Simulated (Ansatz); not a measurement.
**What a change does: single-point calculation on C**

System: C (10 atoms in the cell).
Method of run A: DFT PBEsol+D3(BJ), scalar-relativistic, plane waves, PAW, PAW set soft_1, no spin polarisation (Ansatz 0.2.0).

The structure derives from an entry of the Crystallography Open Database. Text and figures count atoms from 1; the logs count them from 0 in places.

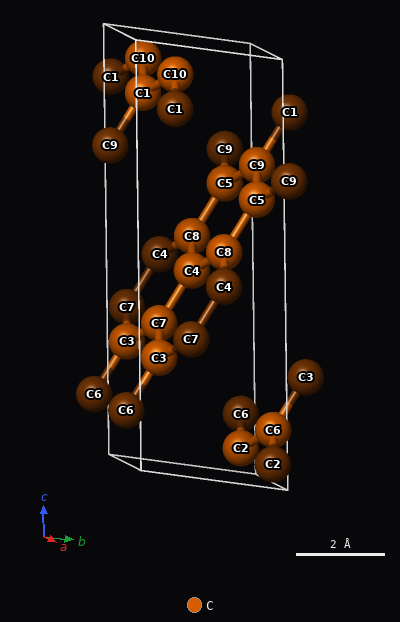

Figure 1. The input geometry (ball-and-stick view of the cell of the calculation, set on other vectors, seen slightly off an axis; neighbours outside the cell are drawn fainter; atoms are numbered from 1 in the order of the input). An atom can appear more than once, as a periodic image.

Input file, run A:
```yaml
crystal:
  lattice:
    - [0.0, 1.4191802056, -3.2829684911]
    - [-2.4580922212, 0.0, 0.0]
    - [2.0484101843, 9.697731405, 2.1886456607]
  atoms:
    - { symbol: C, position: [0.2780047823, 0.3221945387, 0.8666334465] }
    - { symbol: C, position: [0.744671449, 0.6555278721, 0.0666334465] }
    - { symbol: C, position: [0.8780047823, 0.3221945388, 0.2666334465] }
    - { symbol: C, position: [0.0113381156, 0.9888612054, 0.4666334465] }
    - { symbol: C, position: [0.144671449, 0.6555278721, 0.6666334465] }
    - { symbol: C, position: [0.7886618844, 0.2111387946, 0.1333665535] }
    - { symbol: C, position: [-0.0780047823, 0.8778054612, 0.3333665535] }
    - { symbol: C, position: [0.055328551, 0.5444721279, 0.5333665535] }
    - { symbol: C, position: [0.1886618844, 1.2111387946, 0.7333665535] }
    - { symbol: C, position: [0.3219952177, 0.8778054612, 0.9333665535] }
basis:
  ecutwfc: 520.0
kpoints:
  mp_grid: { grid: [8, 11, 3] }
hamiltonian:
  xc: pbesol
  pseudopotentials: { kind: paw, azcp: { folder: soft_1 } }
  dispersion: d3bj
scf:
  occupations: { method: gaussian, width: 0.05 }
output:
  forces: true
  stress: true
  eigenvalues: true
```

Launched with:
```bash
ansatz run input.yaml --threads 2 --pin off --max-ram 4096MiB --backend cpu --events-out ev --progress --plain --runs-dir out
```

Hardware: 2 threads of Arm Neoverse N1, 98 GiB of memory available, shared host.

Output, shortened to warnings, some set-up lines, iterations and results (run A):
```
Warning: [file] the record states the generating functional pbe (its physics header spells it `PBE`), which answers neither for hamiltonian.xc's functional nor for the pbesol family's — results may be inconsistent (PPs are generated against a specific XC)
Basis set: ecut = 520 eV, 2327 PW (Γ), exchange–correlation on 54×40×160 points (8 copies of the dense FFT grid, shifted against one another)
Symmetry: 2 space group operations
k-points: 133 of 264
Initial density: superposition of atomic densities (chi_scale 0.1, normalization cell)
[...]
SCF iter   1: F=—  HF=-2467.686824 eV  |F-HF|=—  |Δ(HF+E_count)|=         —  Δρ=1.27e-1  dr2=1.20e1  ethr=3.10e-3  ⟨swp⟩=6.2  Hψ=18879  notcnv=0  defer=23
SCF iter   2: F=—  HF=-2464.251053 eV  |F-HF|=—  |Δ(HF+E_count)|=    3.44e0  Δρ=6.57e-2  dr2=3.41e0  ethr=3.10e-3  ⟨swp⟩=2.0  Hψ=8283  notcnv=0  defer=642
SCF iter   3: F=—  HF=-2462.823630 eV  |F-HF|=—  |Δ(HF+E_count)|=    1.43e0  Δρ=7.26e-3  dr2=8.37e-2  ethr=3.10e-3  ⟨swp⟩=2.4  Hψ=7077  notcnv=0  defer=647
SCF iter   4: F=—  HF=-2462.824746 eV  |F-HF|=—  |Δ(HF+E_count)|=   1.12e-3  Δρ=2.35e-3  dr2=1.08e-2  ethr=2.09e-4  ⟨swp⟩=2.4  Hψ=6095  notcnv=0  defer=628
SCF iter   5: F=—  HF=-2462.825844 eV  |F-HF|=—  |Δ(HF+E_count)|=   1.10e-3  Δρ=7.10e-4  dr2=1.31e-3  ethr=2.70e-5  ⟨swp⟩=2.7  Hψ=6196  notcnv=0  defer=628
SCF iter   6: F=—  HF=-2462.825988 eV  |F-HF|=—  |Δ(HF+E_count)|=   1.44e-4  Δρ=2.48e-4  dr2=3.44e-4  ethr=3.27e-6  ⟨swp⟩=2.4  Hψ=5252  notcnv=0  defer=628
SCF iter   7: F=—  HF=-2462.825975 eV  |F-HF|=—  |Δ(HF+E_count)|=   1.26e-5  Δρ=1.13e-4  dr2=5.49e-5  ethr=8.61e-7  ⟨swp⟩=1.0  Hψ=3362  notcnv=0  defer=628
SCF iter   8: F=—  HF=-2462.825962 eV  |F-HF|=—  |Δ(HF+E_count)|=   1.31e-5  Δρ=3.95e-5  dr2=5.00e-6  ethr=1.37e-7  ⟨swp⟩=2.7  Hψ=5867  notcnv=0  defer=628
SCF iter   9: F=—  HF=-2462.825962 eV  |F-HF|=—  |Δ(HF+E_count)|=   3.76e-7  Δρ=1.11e-5  dr2=2.81e-7  ethr=1.25e-8  ⟨swp⟩=2.3  Hψ=5620  notcnv=0  defer=628
SCF iter  10: F=-2462.825962 eV  HF=-2462.825962 eV  |F-HF|=7.38e-10  |Δ(HF+E_count)|=   4.81e-8  Δρ=3.41e-6  dr2=2.38e-8  ethr=2.50e-10  ⟨swp⟩=13.1  Hψ=22714  notcnv=0
SCF 1 converged in 10 iterations: F = -2462.825962 eV  dr2 = 2.38e-8
SCF converged after 10 iterations
Free energy (F): -2462.825962 eV
Harris-Foulkes:  -2462.825962 eV  (|F-HF|=7.38e-10)
Internal energy: -2462.824075 eV  (E = F + TS)
E sigma→0 (E₀):  -2462.825019 eV
Entropy (-TS):   -0.001887 eV (-0.189 meV/atom)
Fermi energy:    7.087276 eV
--- Per-component energies (eV) ---
  E_band       = -65.906646
  E_kinetic    = 874.441446
  E_local      = -1317.912166  (includes V_loc(G=0)·N_el)
  E_nonlocal   = 236.737081
  E_hartree    = 395.555675
  E_xc         = -462.668259
  E_vxc        = -571.839362  (∫ρ·V_xc dr)
  E_paw        = -961.165849  (= ΣΔE_a)
  E_vpaw       = -78.444949  (= ΣTr[D̂ρ^β])
  E_aug_tail   = -0.000003  (compensation charges beyond the density's cutoff)
  E_ewald      = -1226.856780
  E_disp       = -1.166225  (pairwise vdW)
  E_core_change = 0.211005  (= ΣΔE_core)
  E_smearing   = -0.001887  (= −TS)
  E_closure    = 0.000000  (closes the sum)
  Σ components = -2462.825962   (vs F -2462.825962, Δ=0.00e0)
--- Forces (eV/Å), atoms counted from 1 ---
  atom   1  C     -0.09451604     1.16464104    -0.56656129
  atom   2  C     -2.46192111     0.40496633     1.50949933
  atom   3  C     -0.36030726     0.44856010    -0.29297447
  atom   4  C     -0.05490458     0.00687922     0.06653012
  atom   5  C     -0.03888129     0.05545335    -0.00182018
  atom   6  C      0.09451604    -1.16464104     0.56656129
  atom   7  C      0.03888129    -0.05545335     0.00182018
  atom   8  C      0.05490458    -0.00687922    -0.06653012
  atom   9  C      0.36030726    -0.44856010     0.29297447
  atom  10  C      2.46192111    -0.40496633    -1.50949933
  max |Σ_I F_I| component: 4.44e-16 eV/Å
--- Stress (GPa, compression-positive) ---
       -3.913988     -10.020540      -0.371714
      -10.020540      -3.044029       4.898293
       -0.371714       4.898294      -0.770938
  P = ⅓ Tr σ = -2.5763 GPa (-25.763 kbar)
```

The input of run B differs as follows (lines with − go, lines with + come):
```diff
-basis:
-  ecutwfc: 520.0
+  convergence: { dr2_threshold: 0.0001 }
+  initial_density: { chi_scale: 0.0 }
```

What does this change do to the results?

The free energy of run B is 1.5 meV per atom higher, which comes mainly from the change of cutoff or grids; a solver setting shouldn't move a converged energy. More plane waves can only lower the energy of a fixed Hamiltonian, so the higher cutoff gives the lower value. The SCF takes 7 iterations against 10. The plane waves at Γ go from 2327 to 1663. On the same kind of shared host run B took about 0.66 times as long.

Output, shortened to warnings, some set-up lines, iterations and results (run B):
```
Warning: [file] the record states the generating functional pbe (its physics header spells it `PBE`), which answers neither for hamiltonian.xc's functional nor for the pbesol family's — results may be inconsistent (PPs are generated against a specific XC)
Warning: scf.convergence.dr2_threshold = 1e-4 eV is looser than this run's default, which is 1e-7 eV or tighter. The error in the forces grows as the threshold's square root, so leave the key out unless less accurate forces are enough
Warning: output.stress: scf.convergence.dr2_threshold = 1e-4 eV is looser than the 1e-9 eV advised for a printed stress (1e-10 eV for each atom of the cell: 10). What an SCF threshold leaves in a stress goes as its square root, and in the free energy as the threshold itself, and one threshold admits the most on a small cell: of the crystals measured, under no hybrid functional and no lock of the …
Basis set: ecut = 420 eV, 1663 PW (Γ), exchange–correlation on 48×36×144 points (8 copies of the dense FFT grid, shifted against one another)
Symmetry: 2 space group operations
k-points: 133 of 264
Initial density: superposition of atomic densities (chi_scale 0, normalization cell)
[...]
SCF iter   1: F=—  HF=-2467.669591 eV  |F-HF|=—  |Δ(HF+E_count)|=         —  Δρ=1.27e-1  dr2=1.20e1  ethr=3.10e-3  ⟨swp⟩=6.2  Hψ=18808  notcnv=0  defer=30
SCF iter   2: F=—  HF=-2464.236782 eV  |F-HF|=—  |Δ(HF+E_count)|=    3.43e0  Δρ=6.57e-2  dr2=3.41e0  ethr=3.10e-3  ⟨swp⟩=2.0  Hψ=8284  notcnv=0  defer=642
SCF iter   3: F=—  HF=-2462.808563 eV  |F-HF|=—  |Δ(HF+E_count)|=    1.43e0  Δρ=7.25e-3  dr2=8.35e-2  ethr=3.10e-3  ⟨swp⟩=2.4  Hψ=7067  notcnv=0  defer=647
SCF iter   4: F=—  HF=-2462.809722 eV  |F-HF|=—  |Δ(HF+E_count)|=   1.16e-3  Δρ=2.35e-3  dr2=1.07e-2  ethr=2.09e-4  ⟨swp⟩=2.5  Hψ=6162  notcnv=0  defer=628
SCF iter   5: F=—  HF=-2462.810844 eV  |F-HF|=—  |Δ(HF+E_count)|=   1.12e-3  Δρ=6.99e-4  dr2=1.31e-3  ethr=2.67e-5  ⟨swp⟩=2.8  Hψ=6292  notcnv=0  defer=628
SCF iter   6: F=—  HF=-2462.810988 eV  |F-HF|=—  |Δ(HF+E_count)|=   1.44e-4  Δρ=2.45e-4  dr2=3.37e-4  ethr=3.28e-6  ⟨swp⟩=2.4  Hψ=5146  notcnv=0  defer=628
SCF iter   7: F=-2462.810946 eV  HF=-2462.810976 eV  |F-HF|=3.07e-5  |Δ(HF+E_count)|=   1.20e-5  Δρ=1.08e-4  dr2=4.95e-5  ethr=2.50e-7  ⟨swp⟩=12.0  Hψ=24194  notcnv=0
SCF 1 converged in 7 iterations: F = -2462.810946 eV  dr2 = 4.95e-5
SCF converged after 7 iterations
Free energy (F): -2462.810946 eV
Harris-Foulkes:  -2462.810976 eV  (|F-HF|=3.07e-5)
Internal energy: -2462.809052 eV  (E = F + TS)
E sigma→0 (E₀):  -2462.809999 eV
Entropy (-TS):   -0.001894 eV (-0.189 meV/atom)
Fermi energy:    7.087274 eV
--- Per-component energies (eV) ---
  E_band       = -65.860516
  E_kinetic    = 874.660681
  E_local      = -1317.850302  (includes V_loc(G=0)·N_el)
  E_nonlocal   = 236.474336
  E_hartree    = 395.532885
  E_xc         = -462.728997
  E_vxc        = -571.919232  (∫ρ·V_xc dr)
  E_paw        = -961.085802  (= ΣΔE_a)
  E_vpaw       = -78.358781  (= ΣTr[D̂ρ^β])
  E_aug_tail   = 0.000147  (compensation charges beyond the density's cutoff)
  E_ewald      = -1226.856780
  E_disp       = -1.166225  (pairwise vdW)
  E_core_change = 0.211005  (= ΣΔE_core)
  E_smearing   = -0.001894  (= −TS)
  E_closure    = -0.000000  (closes the sum)
  Σ components = -2462.810946   (vs F -2462.810946, Δ=0.00e0)
--- Forces (eV/Å), atoms counted from 1 ---
  atom   1  C     -0.09338916     1.16350426    -0.56655883
  atom   2  C     -2.46023017     0.40600853     1.50982935
  atom   3  C     -0.35984507     0.44704742    -0.29354418
  atom   4  C     -0.05466678     0.00728623     0.06669543
  atom   5  C     -0.03846561     0.05696439    -0.00100661
  atom   6  C      0.09338916    -1.16350426     0.56655883
  atom   7  C      0.03846561    -0.05696439     0.00100661
  atom   8  C      0.05466678    -0.00728623    -0.06669543
  atom   9  C      0.35984507    -0.44704742     0.29354418
  atom  10  C      2.46023017    -0.40600853    -1.50982935
  max |Σ_I F_I| component: 3.89e-16 eV/Å
--- Stress (GPa, compression-positive) ---
       -3.907206     -10.022230      -0.373480
      -10.022243      -3.030934       4.898025
       -0.373477       4.898040      -0.787272
  P = ⅓ Tr σ = -2.5751 GPa (-25.751 kbar)
```

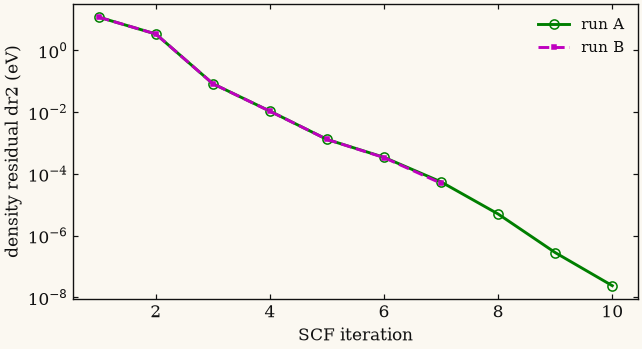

Figure 2. Convergence of the two runs: density residual dr2 against the SCF iteration. Run A takes 10 iterations in all, and run B takes 7.

The two runs side by side:

| quantity | run A | run B |
| --- | --- | --- |
| outcome | converged | converged |
| free energy per atom (eV) | −246.2826 | −246.2811 |
| gap on the mesh (eV) | 0.00 | 0.00 |
| pressure (GPa) | −2.58 | −2.58 |
| largest force (eV/Å) | 2.916 | 2.915 |
| SCF iterations | 10 | 7 |
| irreducible k-points | 133 | 133 |
| plane waves at Γ | 2327 | 1663 |
| wall time (shared host) | 34 s | 22 s |

For run A: Warnings: the PAW datasets were made with another functional. For run B: These settings are looser than, or depart from, a standard set-up, so the numbers are not reference values for this system. Warnings: the SCF threshold is loose for the printed forces; the PAW datasets were made with another functional; the SCF threshold is looser than advised for the printed stress.
